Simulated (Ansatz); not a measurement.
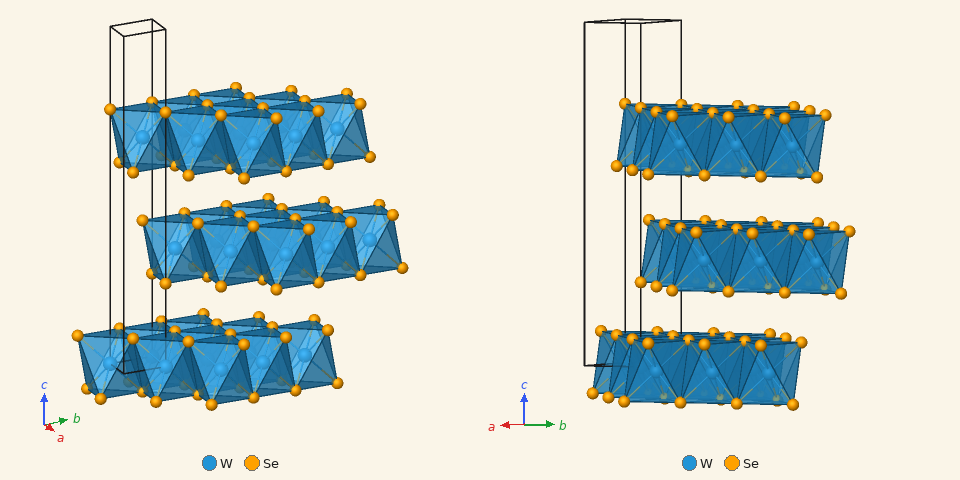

Polyhedra are drawn about W (bonds: Se–W below 2.9 Å); other atoms are plain spheres. Two views of the same piece.

System WSe₂ (space group R-3m, No. 166); source of the atomic positions: the input geometry of an electronic-structure calculation (not necessarily at equilibrium); the starting structure was generated, so it need not be a known form of this composition.

Sharing among the drawn polyhedra:

| site | polyhedron | corner-sharing neighbours | edge-sharing | face-sharing | bond (Å) |
| --- | --- | --- | --- | --- | --- |
| W | WSe6 octahedron | 0 | 6 | 0 | 2.55 |

They form layers of edge-sharing octahedra parallel to (001).
